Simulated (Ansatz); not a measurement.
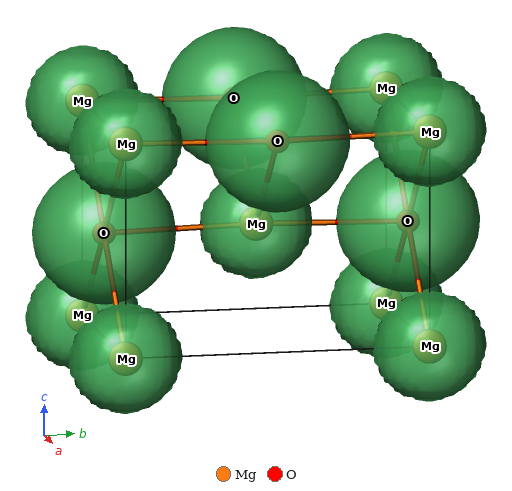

The picture shows: MgO. Isosurface of the valence electron density at 0.4 e/Å³ (green), seen slightly off an axis. Sticks mark near contacts.

Space group Imm2; changed on purpose from its base cell (all O atoms moved -0.050 Å, as atom 2 along Cartesian [1 1 0]).

All numbers below come from Ansatz 0.2.0, DFT PBE, scalar-relativistic, plane waves, PAW.

The density is the valence pseudo-density of a PAW calculation; it isn't the true density close to the nuclei.

### Which contacts does the surface bridge?

At this value the density breaks into separate islands; it holds about 85 % of the electrons treated as valence (semicore included). It bridges none of the near contacts. It is pinched off along the shortest Mg–O (2.10 Å) and Mg–O (2.17 Å) contacts. On the grid the lowest density along these lines, outside the cores, is 0.28 e/Å³ (Mg–O, 2.10 Å) and 0.24 e/Å³ (Mg–O, 2.17 Å).

### Metal or insulator at this level of theory?

It is gapped, with a Kohn–Sham gap of 4.4 eV on the k-point mesh (the band edges may lie off the mesh, which would make the gap smaller).
